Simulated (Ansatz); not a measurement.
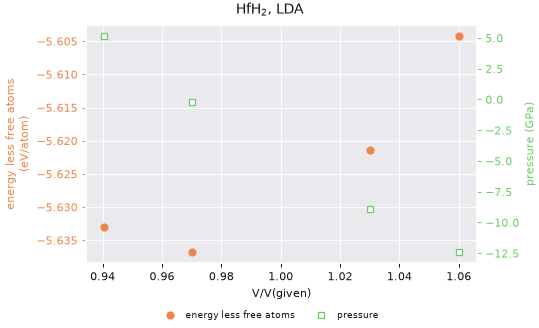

The figure shows the energy less free atoms and pressure against V/V(given) for HfH₂, space group I4/mmm (No. 139).

Cell as given: a = 3.254 Å, b = 3.254 Å, c = 3.254 Å, α = 115.74°, β = 115.74°, γ = 97.54°; 3 atoms.

Calculation (Ansatz 0.2.0): periodic Kohn-Sham DFT of a crystal at fixed atoms, scaled to the stated factor times the given cell; pressure positive in compression, energy less spherical unpolarised free atoms. Level: LDA.

method all-electron LAPW; relativity scalar; k mesh 15×15×15; occupations Fermi–Dirac; smearing width 0.03 eV; basis error target 0.5 (meV/atom); nucleus Gaussian.

V(given) is 8.57 Å³/atom.

Tabulate the plotted points.

```
V/V(given)  energy less free atoms (eV/atom)  pressure (GPa)
     0.941                           -5.6330             5.2
     0.970                           -5.6368            -0.2
     1.030                           -5.6214            -8.9
     1.060                           -5.6042           -12.4
```

Keep in mind: no spin-orbit coupling on heavy atoms; shape and atomic fractions are frozen while scaling, which makes layered, chain and framework solids too stiff.
